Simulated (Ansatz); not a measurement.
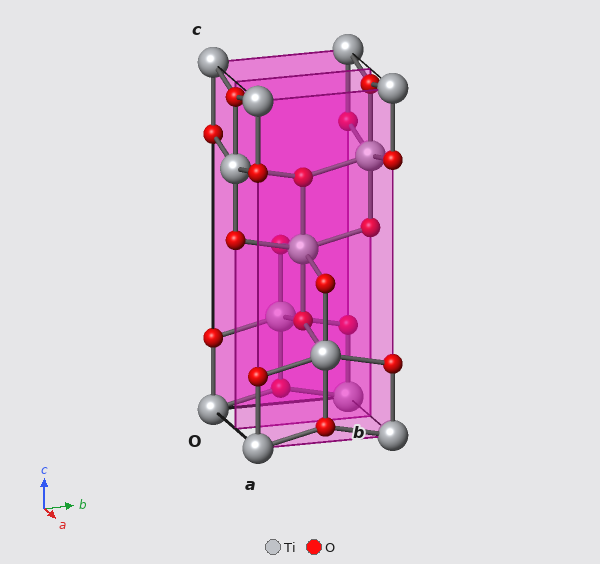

Crystal: TiO2, the geometry relaxed with Ansatz, DFT, PBE, plane waves, PAW. Every member of one family of equally spaced planes, hx + ky + lz = a whole number, that cuts the unit cell is shaded (one member passes through the origin O). Symmetry computed with spglib at a tolerance of 0.002 Å; standard conventional cell.

a = 3.799 Å, b = 3.799 Å, c = 9.700 Å, α = 90.00°, β = 90.00°, γ = 90.00°.

> Index the planes.

(2 0 0); the opposite sign names the same planes. The member next to the origin meets the axes a at 1/2, b never, c never.

> What is the spacing?

d = 1.899 Å.

> Which atoms of the cell lie in these planes (within 0.03 Å)?

all 4 Ti, all 8 O.

> The space group is I4₁/amd, No. 141, origin choice 1. How many reflections hkl are equivalent to this one (itself included), and does it occur?

4 reflections are equivalent in the Laue class 4/mmm. The space group allows the reflection.
